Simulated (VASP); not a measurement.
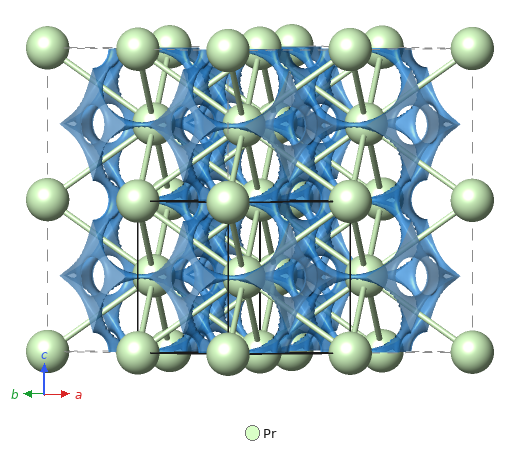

The blue surface encloses the points that the centre of a probe sphere of radius 0.10 Å can occupy in Pr in space group Im-3m, computed on a grid of about 0.12 Å (2×2×2 cells shown, view from a free direction; pale faces close the region where the box cuts it).

Hard-sphere model; covalent radii (Cordero): Pr 2.03 Å.

Origin of the cell: a cell listed in the Materials Project, as set up for an electronic-structure calculation.

```
CELL_PARAMETERS angstrom
4.19474 0.00000 0.00000
0.00000 4.19474 0.00000
0.00000 0.00000 4.19474
ATOMIC_POSITIONS crystal
Pr 0.00000 0.00000 0.00000
Pr 0.50000 0.50000 0.50000
```

Is the space open to the probe made of pockets or channels?

Where they connect, they form a three-dimensional network.

What share of the cell can the probe's centre reach?

About 4.1 % of the volume (3 Å³ of 73.8 Å³).

Give the largest included and the largest free sphere.

The largest sphere that fits anywhere has a diameter of 0.63 Å; the largest that can travel through the crystal, about 0.4 Å.

How does the connectivity change as the probe shrinks?

Below a radius of about 0.19 Å the space forms a three-dimensional network. These are grid estimates, good to about 0.05 Å.
